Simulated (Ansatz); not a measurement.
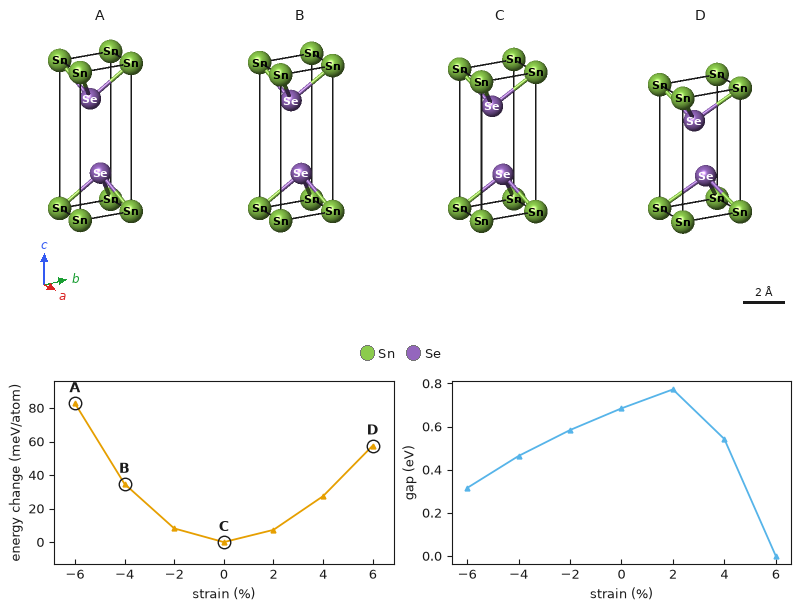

Members of a series of calculations on a crystal of SnSe2 (set up in P-3m1), marked on the first curve. A ball-and-stick model of the cell of the calculation, seen slightly off an axis.

These are results of DFT PBE, scalar-relativistic, plane waves, PAW in Ansatz, not measurements. Set-up: plane-wave cutoff 420 eV; k-point mesh 12 × 12 × 4; occupations gaussian; smearing width 0.02 eV; no spin polarisation.

Describe the series.

Biaxial strain in the a–b plane, c and atoms relaxed. A (strain −6.0 %): energy change 82.8 meV/atom, volume 28.32 Å³ per atom, gap 0.32 eV. B (strain −4.0 %): energy change 34.7 meV/atom, volume 29.11 Å³ per atom, gap 0.46 eV. C (strain 0.0 %): energy change 0.0 meV/atom, volume 30.17 Å³ per atom, gap 0.68 eV. D (strain 6.0 %): energy change 57.6 meV/atom, volume 30.10 Å³ per atom, gap 0.00 eV. The rest compares A with D. Cell: a = b 3.639 → 4.104 Å (+12.8 %), c 7.406 → 6.191 Å (−16.4 %). Volume +6.3 %. Some distances before and after: Se–Sn 2.683 → 2.814 Å.
